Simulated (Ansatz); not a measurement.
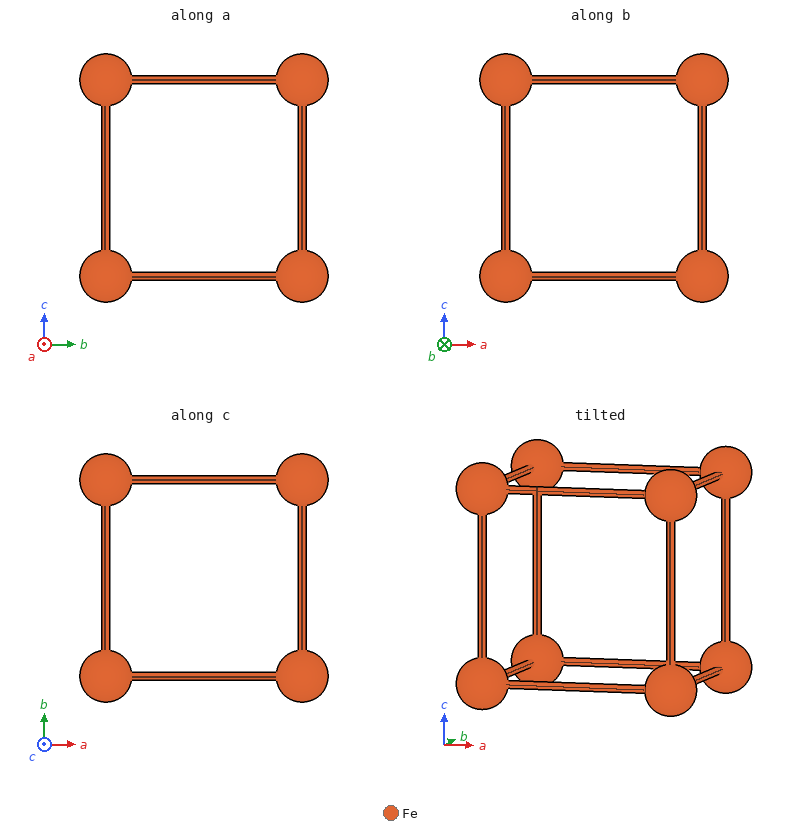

Structure drawing (ball-and-stick), viewed along the a axis, along the b axis, along the c axis and slightly off an axis. The wireframe shows the conventional unit cell.

Lattice parameters: a = 2.3228 Å, b = 2.3228 Å, c = 2.3228 Å, α = 90.000°, β = 90.000°, γ = 90.000°.

Set out the cell and atoms as a CIF with its space group and independent sites.

Answer.
```cif
data_structure
_symmetry_space_group_name_H-M 'P m -3 m'
_symmetry_Int_Tables_number 221
_cell_length_a 2.3228
_cell_length_b 2.3228
_cell_length_c 2.3228
_cell_angle_alpha 90.000
_cell_angle_beta 90.000
_cell_angle_gamma 90.000
_cell_volume 12.53
loop_
_atom_site_label
_atom_site_type_symbol
_atom_site_symmetry_multiplicity
_atom_site_Wyckoff_symbol
_atom_site_fract_x
_atom_site_fract_y
_atom_site_fract_z
_atom_site_occupancy
Fe1 Fe 1 a 0.0000 0.0000 0.0000 1
```

The model was built from a structure type filled with this element by a generator (whether the element takes this form wasn't checked). Earlier steps of the study may have refined or changed the cell and positions. It went into a calculation with Ansatz.

At this level of theory the cell isn't at rest (stretched, at -20 GPa), so its distances can differ from those at equilibrium, the more so the softer the solid.
